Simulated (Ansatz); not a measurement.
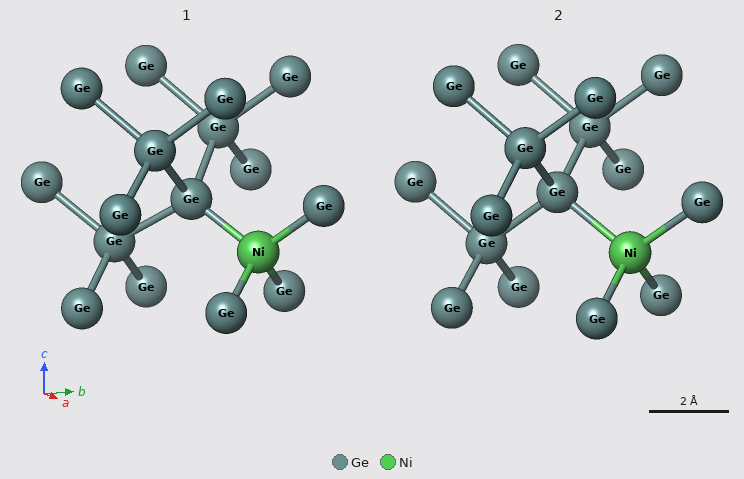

Two geometries of a defect cell of composition Ge63Ni (cell charge −1), drawn at one scale. One is the start of a relaxation, the other its converged end. The picture is a ball-and-stick view of the atoms within 4.2 Å of the atom that moves most (axes of the cell of the calculation (origin shifted)), seen slightly off an axis.

Computed with DFT, PBEsol, PAW, plane waves (Ansatz). (plane-wave cutoff 420 eV; k-point mesh 1 × 1 × 1; mesh shifted by (0.25, 0.25, 0.25); collinear spin; atoms relaxed in a fixed cell; force threshold 0.03 eV/Å; at most 80 steps)

Which of the two is the end point?

Structure 1 is the relaxed one. The atoms of the start lie slightly off their symmetric places, so part of the fall in energy undoes that. Over 3 geometry steps the energy falls by 1.189 eV per cell of the calculation. Largest force component: 1.3 eV/Å at the start, 0.017 eV/Å at the end. The atom that moves furthest is a Ge atom (0.23 Å roughly along [1 2 −2]). Largest moves by element: Ge 0.23 Å, Ni 0.05 Å. The lattice vectors keep their values. Among the contacts that change: Ge–Ni 2.466 → 2.238 Å, Ge–Ni 2.481 → 2.255 Å, Ge–Ni 2.416 → 2.262 Å, Ge–Ge 2.436 → 2.487 Å. Among the angles between lasting bonds that change: Ge–Ge–Ni 108.8° → 117.0°, Ge–Ge–Ge 107.7° → 115.6°, Ge–Ge–Ge 110.8° → 104.4°.

Limits of the set-up: the cell is charged, on a uniform background, and energies carry no finite-size correction.
